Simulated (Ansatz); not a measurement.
Cell and atoms:

```
CELL_PARAMETERS angstrom
2.83628 0.00000 0.00000
-1.41814 2.45629 0.00000
0.00000 0.00000 55.93290
ATOMIC_POSITIONS crystal
Al 0.00000 0.00000 0.06251
Al 0.00000 0.00000 0.22918
Al 0.66667 0.33333 0.27085
Al 0.66667 0.33333 0.10418
Al 0.00000 0.00000 0.31251
Al 0.00000 0.00000 0.14585
Al 0.33333 0.66667 0.02085
Al 0.33333 0.66667 0.18751
Al 0.66667 0.33333 0.39585
Al 0.66667 0.33333 0.56251
Al 0.33333 0.66667 0.60418
Al 0.33333 0.66667 0.43751
Al 0.66667 0.33333 0.64585
Al 0.66667 0.33333 0.47918
Al 0.00000 0.00000 0.35418
Al 0.00000 0.00000 0.52085
Al 0.33333 0.66667 0.72918
Al 0.33333 0.66667 0.89585
Al 0.00000 0.00000 0.93751
Al 0.00000 0.00000 0.77085
Al 0.33333 0.66667 0.97918
Al 0.33333 0.66667 0.81251
Al 0.66667 0.33333 0.68751
Al 0.66667 0.33333 0.85418
```

> Characterise the structure given above.

The element is aluminium. It is rhombohedral (trigonal R), space group R3m (No. 160). The cell holds 24 atoms. The bonds build a three-dimensional framework.

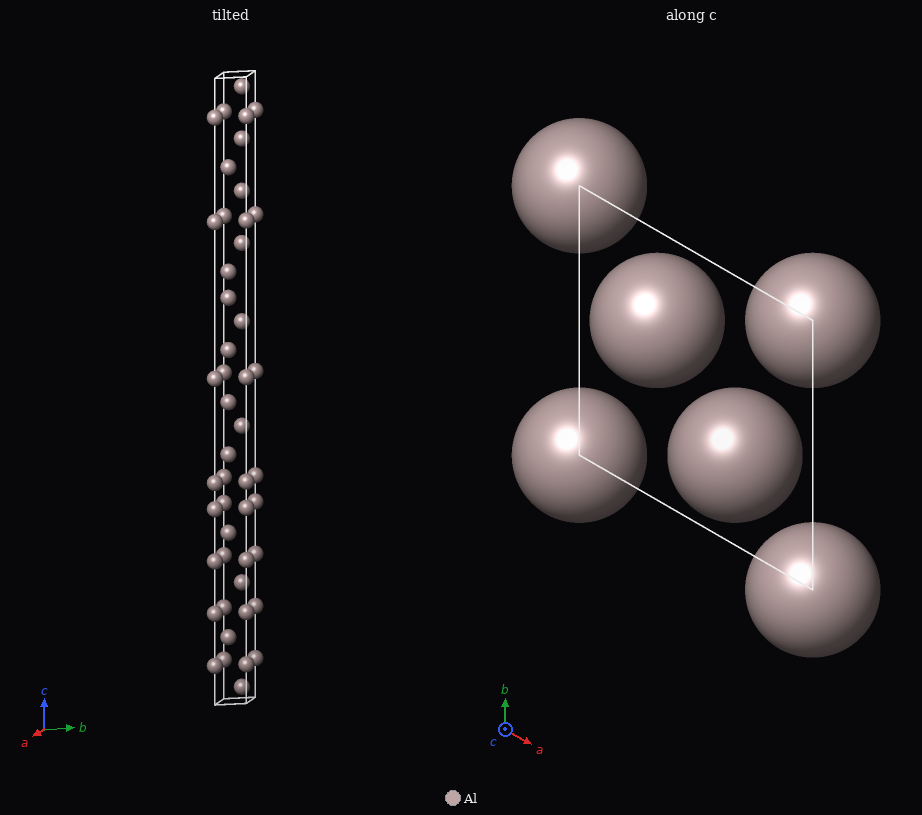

The crystal in a spheres-only representation, seen slightly off an axis and along the c axis. The frame is the conventional unit cell; atoms at its boundary are shown with their periodic copies.

Starting structure: a structure listed in the Materials Project. The cell was then strained or its atoms displaced on purpose. It went into a calculation with Ansatz.

At this level of theory the run's own cell isn't at rest (forces up to 2.2 eV/Å), so its distances can differ from those at equilibrium, the more so the softer the solid.
